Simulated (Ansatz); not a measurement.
Given this structure:

```cif
data_structure
_symmetry_space_group_name_H-M 'P 1'
_symmetry_Int_Tables_number 1
_cell_length_a 2.9113
_cell_length_b 4.8516
_cell_length_c 4.8516
_cell_angle_alpha 70.128
_cell_angle_beta 88.093
_cell_angle_gamma 88.093
_cell_volume 64.39
loop_
_atom_site_label
_atom_site_type_symbol
_atom_site_fract_x
_atom_site_fract_y
_atom_site_fract_z
_atom_site_occupancy
Al1 Al 0.00000 0.00000 0.00000 1
Al2 Al 0.50000 0.00000 0.50000 1
Al3 Al 0.50000 0.50000 0.00000 1
Al4 Al 0.00000 0.50000 0.50000 1
```

Interpret the file: composition, symmetry and coordination.

Answer. The element is aluminium. Strictly the space group is C2/m (No. 12, within 0.01 Å). It is a distorted form of a face-centred cubic structure, space group Fm-3m (No. 225) within 0.25 Å: face-centred cubic (Cu type). The cell holds four atoms.

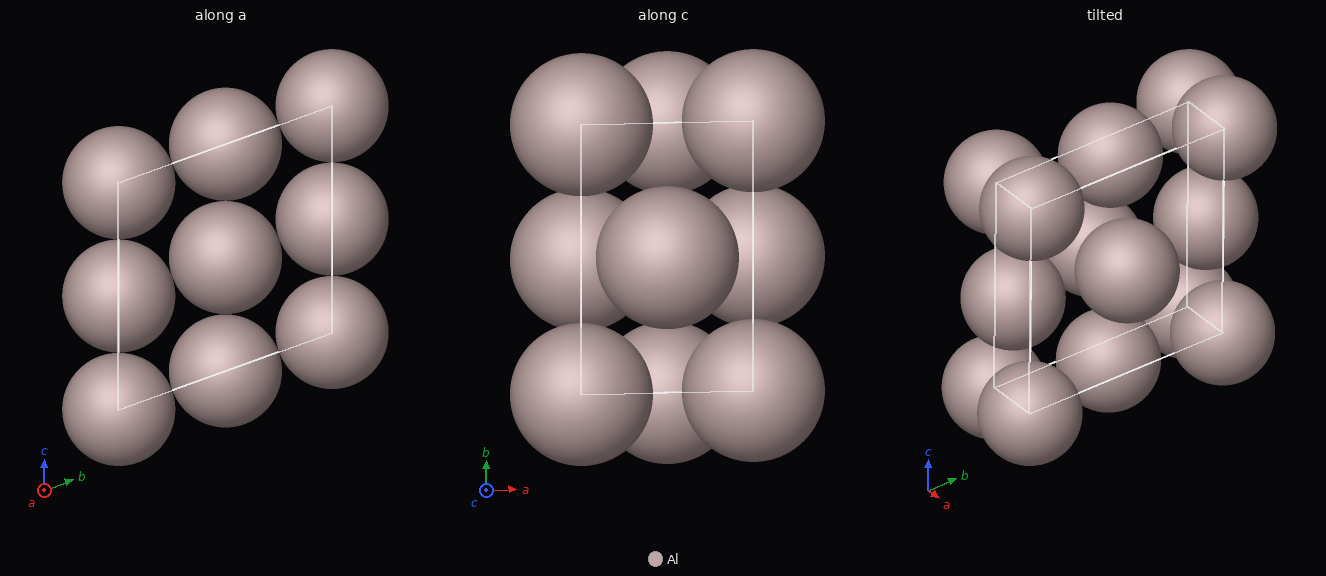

This space-filling model is shown along the a axis, along the c axis and slightly off an axis. Thin lines show the unit cell, with boundary atoms drawn in all their periodic places.

The initial geometry was a structure listed in the Materials Project. It was relaxed with DFT PBE, scalar-relativistic, plane waves, PAW in Ansatz under a constraint or pressure on the cell, so some stress remains.
